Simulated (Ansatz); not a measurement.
## Run report: Si₁₆C₁₇, nudged elastic band (part 3 of 3)

Continued. System: Si₁₆C₁₇ (defect cell, 33 atoms in the cell). Method: DFT PBE, scalar-relativistic, plane waves, PAW, no spin polarisation (Ansatz 0.2.0); cutoff 420 eV, 2×2×2 k-mesh, Gaussian smearing of 0.02 eV. The structure derives from a Materials Project entry. It belongs to a series of runs on one base structure; here: climbing-image band for the jump of C by 1.01 A.

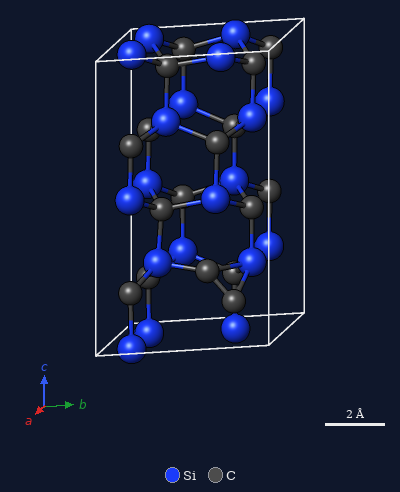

Figure 1. The starting structure (ball-and-stick view of the cell of the calculation, seen slightly off an axis). An atom can appear more than once, as a periodic image.

### The last band as extended XYZ (Å, eV, eV/Å)
```
33
Lattice="6.1839 0.0000 0.0000 -3.0919 5.3554 0.0000 0.0000 0.0000 10.1486" Properties=species:S:1:pos:R:3:forces:R:3 image=0 energy=-14438.04293
Si    0.0020    1.7764    2.5388   -0.0009   0.0010  -0.0008
Si    0.0020    1.7941    7.6194    0.0008  -0.0011  -0.0007
Si   -1.5105    4.4624    2.5554    0.0027   0.0006  -0.0015
Si   -1.5275    4.4782    7.5403   -0.0007   0.0005   0.0014
Si    3.0938    1.5265    2.7040    0.0005   0.0001  -0.0007
Si    3.0939    1.8047    7.5804    0.0016   0.0008   0.0009
Si    1.5144    4.4632    2.5547   -0.0005  -0.0015   0.0010
Si    1.5316    4.4784    7.5405    0.0003  -0.0015   0.0007
Si    1.5286    0.8658    5.1152   -0.0003   0.0006  -0.0005
Si    1.5675    0.9258   10.1354    0.0009   0.0002   0.0005
Si    0.0022    3.5532    5.0544    0.0007   0.0023   0.0000
Si    0.0019    3.5963   10.1022    0.0013  -0.0001   0.0008
Si    4.6597    0.8657    5.1151    0.0010   0.0004  -0.0012
Si    4.6201    0.9258   10.1354    0.0006   0.0013  -0.0004
Si    3.0941    3.5169    4.9781   -0.0001   0.0005  -0.0020
Si    3.0939    3.6998    9.8786   -0.0019  -0.0017   0.0018
C     0.0022    1.7701    4.4383   -0.0006  -0.0023   0.0004
C     0.0019    1.8033    9.5291   -0.0010  -0.0003   0.0017
C    -1.5356    4.4624    4.4501    0.0008  -0.0003   0.0004
C    -1.4898    4.5216    9.4138    0.0004  -0.0005  -0.0004
C     3.0942    1.6609    4.5613   -0.0017  -0.0026   0.0009
C     3.0939    1.8548    9.5093   -0.0002   0.0006   0.0001
C     1.5401    4.4623    4.4496   -0.0017   0.0009   0.0014
C     1.4936    4.5216    9.4139    0.0001   0.0010  -0.0010
C     1.5540    0.8850    1.9093    0.0003   0.0010  -0.0006
C     1.5340    0.9109    6.9926   -0.0006  -0.0006   0.0000
C     0.0021    3.5587    1.8747   -0.0014   0.0003   0.0005
C     0.0021    3.5632    6.9390   -0.0003   0.0011   0.0003
C     4.6336    0.8856    1.9092    0.0008  -0.0003  -0.0018
C     4.6541    0.9109    6.9926   -0.0014   0.0008  -0.0001
C     3.0948    3.2369    2.4885   -0.0002   0.0092  -0.0074
C     3.0939    3.5820    6.9344    0.0002   0.0000   0.0012
C     0.0014   -1.2040    1.4771    0.0004  -0.0103   0.0051
33
Lattice="6.1839 0.0000 0.0000 -3.0919 5.3554 0.0000 0.0000 0.0000 10.1486" Properties=species:S:1:pos:R:3:forces:R:3 image=1 energy=-14438.00792
Si    0.0057    1.7789    2.5373   -0.0037  -0.0025   0.0103
Si    0.0030    1.7907    7.6206   -0.0040   0.0256  -0.0003
Si   -1.4950    4.5183    2.5170   -0.0383  -0.0585   0.0365
Si   -1.5221    4.4817    7.5401   -0.0037  -0.0233   0.0132
Si    3.1074    1.5272    2.7028    0.0019  -0.0157  -0.0140
Si    3.0990    1.8002    7.5789   -0.0013   0.0204   0.0051
Si    1.4929    4.4415    2.6054    0.0328   0.0227  -0.0227
Si    1.5389    4.4690    7.5449   -0.0122  -0.0140  -0.0192
Si    1.5085    0.8597    5.1052    0.0055   0.0259  -0.0133
Si    1.5940    0.9372   10.1267   -0.0155  -0.0242   0.0152
Si   -0.0296    3.5528    5.0594    0.0574  -0.0079  -0.0004
Si    0.0274    3.5949   10.1036   -0.0334   0.0086   0.0012
Si    4.6391    0.8708    5.1280    0.0160  -0.0218  -0.0209
Si    4.6502    0.9061   10.1381   -0.0209   0.0172   0.0142
Si    3.0651    3.5191    4.9753   -0.0123  -0.0061  -0.0047
Si    3.1465    3.6888    9.8810   -0.0140   0.0142  -0.0104
C    -0.0169    1.7698    4.4384    0.0266   0.0050   0.0013
C     0.0216    1.8016    9.5299   -0.0115  -0.0053  -0.0004
C    -1.5706    4.4531    4.4143    0.0308   0.0086   0.0114
C    -1.4527    4.5342    9.4064   -0.0394  -0.0169   0.0184
C     3.0739    1.6620    4.5600    0.0098  -0.0026   0.0185
C     3.1283    1.8455    9.5042   -0.0223   0.0069   0.0062
C     1.5007    4.4722    4.4902    0.0252  -0.0166  -0.0332
C     1.5340    4.4999    9.4252   -0.0363   0.0209  -0.0167
C     1.5673    0.9162    1.8939   -0.0080  -0.0319   0.0173
C     1.5330    0.9094    6.9836    0.0051   0.0041   0.0117
C    -0.0110    3.5632    1.8762   -0.0077  -0.0040  -0.0032
C    -0.0022    3.5601    6.9432    0.0172  -0.0028  -0.0192
C     4.6524    0.8582    1.9175   -0.0259   0.0264  -0.0076
C     4.6539    0.9053    7.0017   -0.0019   0.0004  -0.0171
C     2.9173    3.2269    2.4694    0.1763   0.0044   0.0436
C     3.1002    3.5790    6.9327   -0.0086  -0.0039   0.0015
C     0.0926   -1.2382    1.4791   -0.0834   0.0469  -0.0221
33
Lattice="6.1839 0.0000 0.0000 -3.0919 5.3554 0.0000 0.0000 0.0000 10.1486" Properties=species:S:1:pos:R:3:forces:R:3 image=2 energy=-14438.13154
Si    0.0040    1.7703    2.5331   -0.0155  -0.0263  -0.0113
Si    0.0034    1.7902    7.6227   -0.0075   0.0103   0.0028
Si   -1.4555    4.5298    2.5127    0.1444   0.0465  -0.0240
Si   -1.5175    4.4840    7.5385    0.0180   0.0092  -0.0022
Si    3.0894    1.5552    2.6940   -0.0724   0.1280  -0.0378
Si    3.0985    1.7965    7.5797    0.0076  -0.0054   0.0037
Si    1.4347    4.4567    2.6494   -0.2401   0.0773   0.1966
Si    1.5410    4.4674    7.5516    0.0073   0.0031   0.0159
Si    1.5098    0.8585    5.0986    0.0013   0.0281  -0.0404
Si    1.5895    0.9328   10.1205   -0.0194  -0.0179  -0.0180
Si   -0.0310    3.5495    5.0692    0.0206  -0.0159   0.0394
Si    0.0250    3.5939   10.1060   -0.0175   0.0084   0.0197
Si    4.6386    0.8724    5.1350   -0.0031   0.0065   0.0258
Si    4.6495    0.9037   10.1381   -0.0054  -0.0011   0.0133
Si    3.0633    3.5260    4.9873   -0.0402   0.0309   0.0454
Si    3.1702    3.6797    9.8745    0.1032  -0.0257  -0.0250
C    -0.0150    1.7673    4.4364    0.0146   0.0012  -0.0099
C     0.0195    1.8008    9.5305   -0.0066   0.0037   0.0085
C    -1.5709    4.4453    4.4063   -0.0026  -0.0231  -0.0432
C    -1.4433    4.5412    9.3915    0.0307   0.0359  -0.0523
C     3.0790    1.6726    4.5533    0.0136   0.0558  -0.0268
C     3.1248    1.8365    9.4954   -0.0204  -0.0290  -0.0327
C     1.4889    4.4767    4.5195   -0.0496   0.0211   0.1208
C     1.5420    4.4936    9.4418    0.0315  -0.0201   0.0741
C     1.5627    0.9161    1.8846   -0.0204   0.0025  -0.0414
C     1.5343    0.9093    6.9735    0.0022   0.0112  -0.0421
C    -0.0102    3.5537    1.8773   -0.0065  -0.0347  -0.0028
C    -0.0009    3.5568    6.9475    0.0075  -0.0089   0.0125
C     4.6464    0.8462    1.9199   -0.0264  -0.0431   0.0031
C     4.6548    0.9053    7.0045    0.0009   0.0084   0.0082
C     2.7805    3.2718    2.4393   -0.5826   0.2035  -0.1112
C     3.1025    3.5784    6.9356    0.0058   0.0053   0.0125
C     0.2595   -1.3474    1.4625    0.7270  -0.4458  -0.0812
33
Lattice="6.1839 0.0000 0.0000 -3.0919 5.3554 0.0000 0.0000 0.0000 10.1486" Properties=species:S:1:pos:R:3:forces:R:3 image=3 energy=-14438.30373
Si   -0.0119    1.7691    2.5294   -0.0147   0.0127  -0.0017
Si    0.0048    1.7876    7.6259   -0.0029   0.0002   0.0028
Si   -1.4333    4.5298    2.5131    0.0104  -0.0125  -0.0014
Si   -1.5069    4.4863    7.5362    0.0050  -0.0018   0.0016
Si    3.0572    1.6028    2.6839   -0.0186   0.0441  -0.0164
Si    3.0985    1.7896    7.5755    0.0040  -0.0044   0.0004
Si    1.3852    4.4934    2.6793   -0.0360   0.0267   0.0208
Si    1.5486    4.4657    7.5682    0.0048   0.0023   0.0092
Si    1.5083    0.8636    5.0876   -0.0040   0.0075  -0.0109
Si    1.5889    0.9253   10.1145   -0.0014  -0.0059  -0.0079
Si   -0.0394    3.5449    5.0827    0.0082   0.0019   0.0028
Si    0.0408    3.5921   10.1113    0.0100   0.0020   0.0129
Si    4.6303    0.8814    5.1396   -0.0033  -0.0042   0.0003
Si    4.6510    0.8994   10.1414   -0.0009  -0.0029   0.0046
Si    3.0541    3.5398    5.0044   -0.0205   0.0183   0.0070
Si    3.2109    3.6538    9.8676    0.0199  -0.0156   0.0014
C    -0.0206    1.7674    4.4340    0.0004   0.0010  -0.0025
C     0.0211    1.7982    9.5334    0.0058  -0.0050   0.0025
C    -1.5761    4.4414    4.4033   -0.0041   0.0046  -0.0041
C    -1.4176    4.5424    9.3814    0.0090   0.0020  -0.0028
C     3.0760    1.6956    4.5448   -0.0046   0.0146  -0.0009
C     3.1253    1.8154    9.4779   -0.0058  -0.0190  -0.0117
C     1.4706    4.4823    4.5417   -0.0118   0.0060   0.0115
C     1.5724    4.4814    9.4656    0.0233  -0.0075   0.0161
C     1.5439    0.9056    1.8784   -0.0091  -0.0063  -0.0016
C     1.5353    0.9086    6.9606   -0.0002   0.0005  -0.0053
C    -0.0003    3.5516    1.8780    0.0089   0.0027  -0.0016
C     0.0057    3.5520    6.9560    0.0022  -0.0039   0.0068
C     4.6203    0.8652    1.9249   -0.0193   0.0232  -0.0010
C     4.6561    0.9029    7.0069   -0.0001   0.0019   0.0011
C     2.6843    3.3129    2.3901   -0.0461   0.0263  -0.0228
C     3.1078    3.5792    6.9428    0.0036  -0.0001   0.0042
C     0.3911   -1.5001    1.4497    0.0878  -0.1090  -0.0135
33
Lattice="6.1839 0.0000 0.0000 -3.0919 5.3554 0.0000 0.0000 0.0000 10.1486" Properties=species:S:1:pos:R:3:forces:R:3 image=4 energy=-14438.24780
Si   -0.0153    1.7879    2.5309   -0.0181  -0.0011  -0.0036
Si    0.0045    1.7833    7.6255    0.0095   0.0064  -0.0032
Si   -1.4343    4.5135    2.5118    0.0673   0.0679   0.0022
Si   -1.5089    4.4782    7.5367    0.0142   0.0064  -0.0001
Si    3.0319    1.6586    2.6700   -0.0073  -0.1863   0.0829
Si    3.0937    1.7779    7.5591    0.0014   0.0143   0.0181
Si    1.3633    4.5488    2.6873    0.0460  -0.1079  -0.0147
Si    1.5555    4.4624    7.5796   -0.0040  -0.0046  -0.0075
Si    1.5090    0.8700    5.0765   -0.0138  -0.0061   0.0231
Si    1.5805    0.9070   10.1090    0.0086  -0.0115   0.0059
Si   -0.0433    3.5501    5.0927    0.0097  -0.0021  -0.0243
Si    0.0525    3.5869   10.1179   -0.0161   0.0103  -0.0110
Si    4.6244    0.8931    5.1382    0.0101  -0.0143   0.0063
Si    4.6485    0.8996   10.1409    0.0041  -0.0102   0.0053
Si    3.0454    3.5548    5.0001    0.0037  -0.0107   0.0161
Si    3.2249    3.6059    9.8655    0.0135   0.0674   0.0137
C    -0.0229    1.7754    4.4350   -0.0008  -0.0017  -0.0060
C     0.0209    1.7936    9.5329    0.0012  -0.0113   0.0014
C    -1.5754    4.4440    4.4046   -0.0120   0.0093  -0.0240
C    -1.4187    4.5215    9.3839    0.0321   0.0225  -0.0205
C     3.0744    1.7146    4.5346   -0.0090  -0.0329   0.0569
C     3.1156    1.7803    9.4518    0.0105   0.0330   0.0589
C     1.4552    4.4959    4.5490    0.0318  -0.0098  -0.0297
C     1.5963    4.4704    9.4882   -0.0126   0.0072  -0.0238
C     1.5270    0.8927    1.8783   -0.0045   0.0117   0.0060
C     1.5319    0.8993    6.9514    0.0031   0.0093   0.0113
C     0.0243    3.5659    1.8816   -0.0117  -0.0157  -0.0212
C     0.0091    3.5491    6.9670    0.0081  -0.0036  -0.0325
C     4.6014    0.9093    1.9237   -0.0038  -0.0456   0.0048
C     4.6567    0.8985    7.0060   -0.0004   0.0022   0.0054
C     2.6751    3.3914    2.4108   -0.0868  -0.2801  -0.0771
C     3.1060    3.5744    6.9417    0.0045  -0.0044  -0.0010
C     0.4876   -1.6920    1.4483   -0.0782   0.4921  -0.0178
33
Lattice="6.1839 0.0000 0.0000 -3.0919 5.3554 0.0000 0.0000 0.0000 10.1486" Properties=species:S:1:pos:R:3:forces:R:3 image=5 energy=-14437.96857
Si   -0.0085    1.7896    2.5358   -0.0067   0.0050   0.0057
Si    0.0041    1.7814    7.6235   -0.0048   0.0016  -0.0057
Si   -1.4586    4.4853    2.5138   -0.0069  -0.0031  -0.0041
Si   -1.5144    4.4745    7.5377   -0.0014  -0.0019   0.0020
Si    3.0374    1.7241    2.6371   -0.0039  -0.0157   0.0047
Si    3.0912    1.7730    7.5483    0.0067   0.0004  -0.0054
Si    1.3456    4.5865    2.6957   -0.0004  -0.0217   0.0051
Si    1.5579    4.4594    7.5806    0.0000   0.0044  -0.0063
Si    1.5133    0.8704    5.0666    0.0018   0.0103  -0.0003
Si    1.5783    0.9035   10.1059    0.0022  -0.0028  -0.0003
Si   -0.0438    3.5483    5.0996    0.0137  -0.0028  -0.0055
Si    0.0553    3.5868   10.1255   -0.0030   0.0037   0.0042
Si    4.6231    0.8946    5.1321    0.0003  -0.0046  -0.0017
Si    4.6472    0.9004   10.1418   -0.0020   0.0007   0.0049
Si    3.0410    3.5598    4.9920   -0.0147  -0.0017  -0.0031
Si    3.2201    3.5785    9.8638    0.0059  -0.0095   0.0029
C    -0.0214    1.7735    4.4374    0.0011   0.0014  -0.0037
C     0.0199    1.7930    9.5326    0.0034  -0.0008   0.0035
C    -1.5698    4.4405    4.4114    0.0038   0.0017  -0.0035
C    -1.4316    4.5133    9.3947    0.0015  -0.0003   0.0002
C     3.0773    1.7251    4.5136   -0.0035   0.0026   0.0017
C     3.1125    1.7644    9.4308   -0.0017   0.0062   0.0103
C     1.4438    4.4965    4.5557    0.0033  -0.0009  -0.0074
C     1.6044    4.4677    9.4994   -0.0031  -0.0040   0.0005
C     1.5299    0.8839    1.8798    0.0023   0.0035   0.0037
C     1.5320    0.8952    6.9453    0.0000  -0.0005  -0.0002
C     0.0323    3.5720    1.8922   -0.0071  -0.0003  -0.0033
C     0.0078    3.5472    6.9768   -0.0003  -0.0041   0.0003
C     4.6034    0.9232    1.9231    0.0054   0.0043  -0.0054
C     4.6558    0.8958    7.0031    0.0017   0.0013   0.0014
C     2.6984    3.5176    2.4451    0.0178  -0.0187   0.0147
C     3.1036    3.5712    6.9396    0.0016  -0.0025  -0.0030
C     0.5241   -1.8980    1.4499   -0.0127   0.0487  -0.0070
33
Lattice="6.1839 0.0000 0.0000 -3.0919 5.3554 0.0000 0.0000 0.0000 10.1486" Properties=species:S:1:pos:R:3:forces:R:3 image=6 energy=-14438.04293
Si   -0.0086    1.7877    2.5388    0.0013   0.0002  -0.0008
Si    0.0068    1.7789    7.6194   -0.0013  -0.0002  -0.0007
Si   -1.5298    4.4900    2.5547   -0.0010   0.0012   0.0010
Si   -1.5253    4.4675    7.5405   -0.0015   0.0005   0.0007
Si    3.0739    1.7546    2.5554   -0.0009  -0.0026  -0.0015
Si    3.0960    1.7614    7.5403    0.0008   0.0003   0.0014
Si    1.3211    4.5906    2.7040   -0.0002  -0.0004  -0.0007
Si    1.5619    4.4513    7.5804   -0.0002  -0.0018   0.0009
Si    1.5301    0.8992    5.0544    0.0017  -0.0018   0.0000
Si    1.5676    0.8779   10.1022   -0.0007  -0.0010   0.0008
Si   -0.0342    3.5649    5.1151   -0.0001  -0.0011  -0.0012
Si    0.0377    3.5690   10.1354    0.0008  -0.0012  -0.0004
Si    4.6234    0.9210    5.1152    0.0007   0.0000  -0.0005
Si    4.6559    0.8573   10.1354   -0.0003  -0.0009   0.0005
Si    3.0446    3.5951    4.9781    0.0005  -0.0002  -0.0020
Si    3.2031    3.5038    9.8786   -0.0005   0.0025   0.0018
C    -0.0141    1.7907    4.4383   -0.0017   0.0017   0.0004
C     0.0147    1.7744    9.5291    0.0002   0.0010   0.0017
C    -1.5435    4.4682    4.4496    0.0016   0.0011   0.0014
C    -1.4689    4.4788    9.4139    0.0008  -0.0006  -0.0010
C     3.0864    1.7763    4.4501   -0.0007  -0.0005   0.0004
C     3.1147    1.7071    9.4138   -0.0006  -0.0001  -0.0004
C     1.4373    4.5230    4.5613   -0.0014   0.0028   0.0009
C     1.6053    4.4263    9.5093    0.0007  -0.0001   0.0001
C     1.5349    0.8965    1.8747    0.0009   0.0011   0.0005
C     1.5388    0.8942    6.9390    0.0011  -0.0003   0.0003
C    -0.0039    3.5775    1.9092   -0.0007  -0.0005  -0.0018
C     0.0078    3.5471    6.9926    0.0014   0.0008  -0.0001
C     4.6273    0.8895    1.9093    0.0007  -0.0007  -0.0006
C     4.6598    0.8938    6.9926   -0.0002   0.0008   0.0000
C     2.8018    3.7345    2.4885    0.0081  -0.0044  -0.0074
C     3.1011    3.5627    6.9344   -0.0001  -0.0002   0.0012
C     0.5025   -2.0769    1.4771   -0.0091   0.0048   0.0051
```

### Summary

- outcome: converged
- barrier, forward: 0.074 eV
- barrier, backward: 0.074 eV
- electrons treated: 132
- hardware: 4 threads of Arm Neoverse V1, 24 GiB of memory available, shared host
- wall time: 6.5 min (CPU time 17 min)
- peak memory: 2.1 GiB

The k-point mesh is coarse for a cell of this size, so the results may not be converged. The order of the saddle point was not checked.
